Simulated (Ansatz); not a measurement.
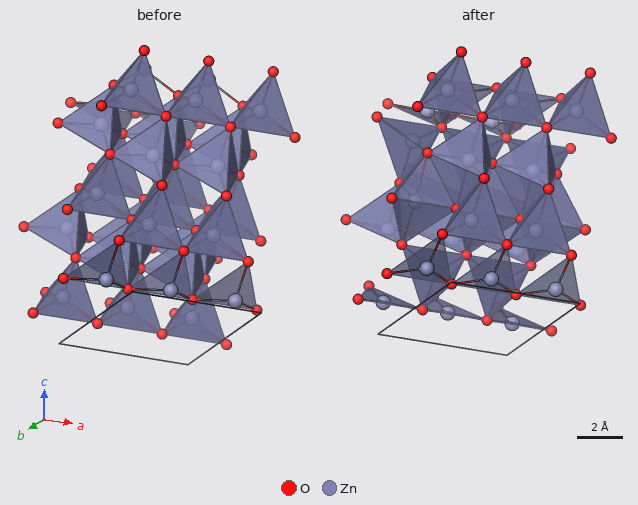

Left: a (1 0 2) slab of ZnO as cut from the relaxed bulk. Right: the same structure after one change, at the same scale. The picture is a polyhedral view of the 2 × 1 repeat of the cell, outlined in the plane, without the vacuum, seen from a free direction.

The calculation used Ansatz, DFT PBEsol, scalar-relativistic, plane waves, PAW. (plane-wave cutoff 420 eV; occupations gaussian; no spin polarisation) The k-mesh is chosen for each cell (12×12×6, 8×4×1). Smearing widths differ between the runs.

The atoms of the slab are relaxed at the bulk's in-plane cell.

> And its effect?

The surface energy (mean of the two faces) falls from 2.37 to 1.66 J/m². The top spacing, between the Zn and ZnO planes, goes from 0.55 to -0.33 Å (−159.2 %), the bottom one (O to ZnO) from 0.55 to 0.38 Å (−31.1 %). The cell stays as it was. The largest move relative to the layer's centre is that of a Zn atom, 1.13 Å at 32° to the normal (−c side). By element the largest moves are Zn 1.13 Å, O 0.82 Å. Some distances before and after: O–Zn 3.238 → 1.965 to 2.302 Å, O–Zn 1.970 → 1.814 to 3.149 Å. New contacts form: O–Zn (3.24 → 1.96 Å), O–Zn (3.24 → 1.97 Å), O–Zn (3.24 → 2.07 Å). Contacts break: O–Zn (1.98 → 2.84 Å), O–Zn (1.98 → 2.89 Å), O–Zn (1.98 → 3.14 Å).
